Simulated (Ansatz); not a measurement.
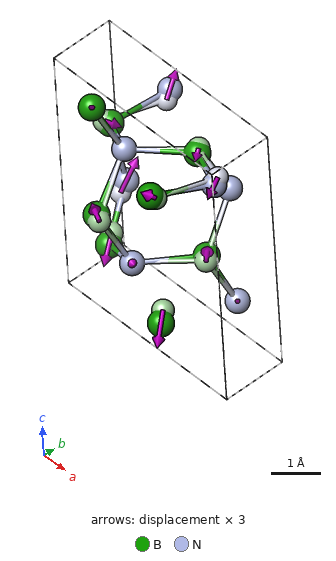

A relaxation of a defect cell of composition B$_{8}$N$_{7}$ (cell charge +3) (started half-way along a vacancy jump, in the symmetry of that start). The starting structure is drawn faded, the final one solid; purple arrows show the displacements, magnified 3 times.

Style: ball-and-stick. Shown: the cell of the calculation, slightly off an axis.

Computed with DFT PBE, scalar-relativistic, plane waves, PAW (Ansatz 0.2.0). Settings: plane-wave cutoff 420 eV; k-point mesh 6 × 6 × 6; occupations gaussian; smearing width 0.05 eV; no spin polarisation; atoms relaxed in a fixed cell; force threshold 0.02 eV/Å; at most 60 steps.

Q: What did the optimiser do to the structure, and how much energy did it gain?

A: Over 7 geometry steps the energy falls by 16.346 eV per cell of the calculation. The largest force component goes from 61 to 0.0037 eV/Å. A B atom moves most: 0.30 Å along [0 −1 −1]. Largest moves by element: B 0.30 Å, N 0.29 Å. The cell doesn't change. Among the contacts that change: B–N 0.908 → 1.415 Å, B–N 2.022 → 1.743 Å, B–N 1.567 → 1.328 Å, B–N 1.583 → 1.369 Å. Bond angles that change, for instance: N–B–N 109.8° → 138.1°, B–N–B 109.8° → 136.0°, B–N–B 109.2° → 89.7°.

Limits of the set-up: the periodic images lie only 4.9 Å apart, so the values are limited by the cell's size; the cell is charged, on a uniform background, and energies carry no finite-size correction.
